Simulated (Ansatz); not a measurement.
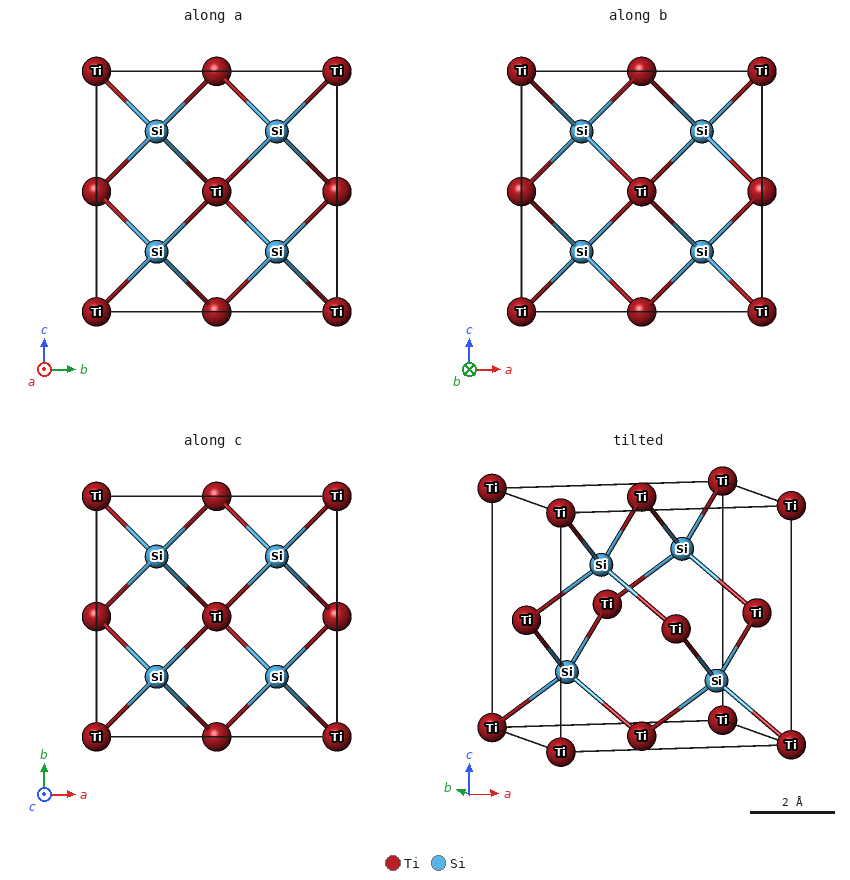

This ball-and-stick model is shown along the a axis, along the b axis, along the c axis and slightly off an axis. The conventional unit cell is drawn as a box.

Lattice parameters: a = 5.784 Å, b = 5.784 Å, c = 5.784 Å, α = 90.00°, β = 90.00°, γ = 90.00°. Put a along x and b in the xy plane.

Reconstruct the structure as a POSCAR file.

Answer.
```
Ti Si
1.0
     5.784    0.000    0.000
     0.000    5.784    0.000
     0.000    0.000    5.784
Ti Si
4 4
Direct
  0.0000 0.0000 0.0000
  0.0000 0.5000 0.5000
  0.5000 0.0000 0.5000
  0.5000 0.5000 0.0000
  0.2500 0.2500 0.7500
  0.2500 0.7500 0.2500
  0.7500 0.2500 0.2500
  0.7500 0.7500 0.7500
```

Provenance: a structure type filled with these elements by a generator (whether the compound takes this form wasn't checked). The atoms were relaxed in a fixed cell with Ansatz 0.2.0, DFT PBE0, scalar-relativistic, plane waves, PAW.
